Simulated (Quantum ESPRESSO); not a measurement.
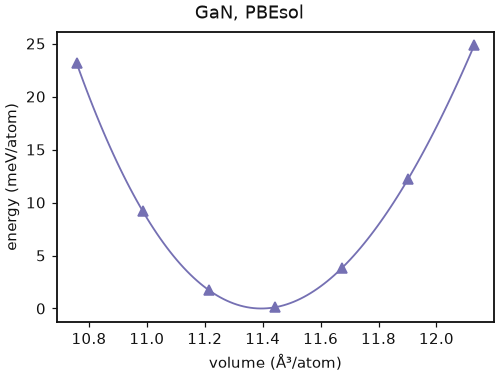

The plot gives the computed energy against volume for GaN, space group F-43m (No. 216).

Structure:
```cif
data_structure
_symmetry_space_group_name_H-M 'P 1'
_symmetry_Int_Tables_number 1
_cell_length_a 3.1869
_cell_length_b 3.1869
_cell_length_c 3.1869
_cell_angle_alpha 60.000
_cell_angle_beta 60.000
_cell_angle_gamma 60.000
_cell_volume 22.89
loop_
_atom_site_label
_atom_site_type_symbol
_atom_site_fract_x
_atom_site_fract_y
_atom_site_fract_z
_atom_site_occupancy
Ga1 Ga 0.00000 0.00000 0.00000 1
N1 N 0.25000 0.25000 0.25000 1
```

Computed with Quantum ESPRESSO 7.5: plane-wave DFT, spinors without magnetism; energies at scaled volumes of the given cell, shape and fractions fixed, counted from the fit's minimum, third-order Birch-Murnaghan fit. Level: PBEsol, spin-orbit coupling, no spin polarisation.

```tsv
setting	value
k mesh	10×10×10
occupations	Fermi–Dirac
smearing width	0.05 eV
potentials	PseudoDojo 0.4 FR PBEsol standard
wave cutoff	1143 eV
density cutoff	4572 eV
```

From this curve and the settings, what does the calculation give for the pressure at the same points?

The pressure falls from 12.24 GPa at volume 10.76 Å³/atom to −10.24 GPa at 12.13 Å³/atom, and changes sign near 11.40 Å³/atom.

```tsv
volume (Å³/atom)	pressure (GPa)
10.76	12.24
10.99	7.42
11.21	3.09
11.44	-0.80
11.67	-4.29
11.90	-7.43
12.13	-10.24
```
